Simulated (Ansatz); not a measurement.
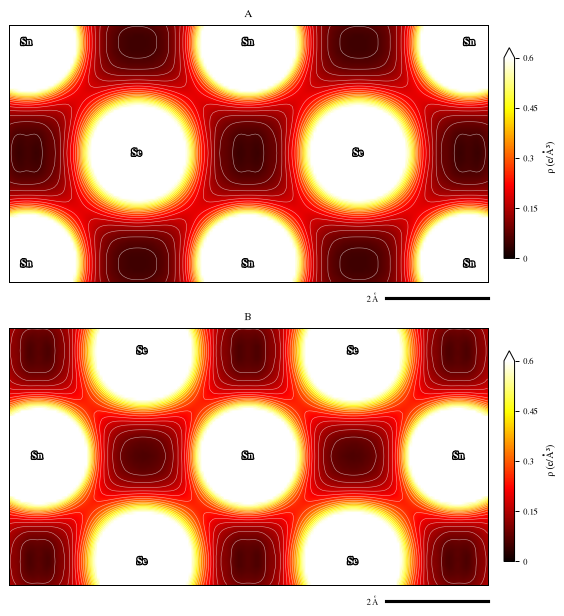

SnSe. The valence charge density (pseudo) of two cells that differ in size and shape, on the (110) plane of each (indices in the axes of the calculation cell), at one length scale and on one colour scale: A has 28.7 Å³ an atom and B 25.3.

Level of theory: DFT LDA, scalar-relativistic, plane waves, PAW in Ansatz 0.2.0.

The larger cell:

```cif
data_structure
_symmetry_space_group_name_H-M 'P 1'
_symmetry_Int_Tables_number 1
_cell_length_a 4.3103
_cell_length_b 4.3103
_cell_length_c 4.3632
_cell_angle_alpha 59.593
_cell_angle_beta 59.593
_cell_angle_gamma 60.813
_cell_volume 57.30
loop_
_atom_site_label
_atom_site_type_symbol
_atom_site_fract_x
_atom_site_fract_y
_atom_site_fract_z
_atom_site_occupancy
Sn1 Sn 0.00000 0.00000 0.00000 1
Se1 Se 0.50000 0.50000 0.50000 1
```

The smaller cell: a = 4.150 Å, b = 4.150 Å, c = 4.150 Å, α = 60.00°, β = 60.00°, γ = 60.00°.

Question: What changes from the larger cell to the smaller?

Answer: From the larger cell to the smaller, Sn–Se goes from 3.09 to 2.93 Å, and the density at its midpoint from 0.2 to 0.25 e/Å³; the pressure goes from −5 to 0.7 GPa; the Kohn–Sham gap goes from 0.43 eV to 0.76 eV.
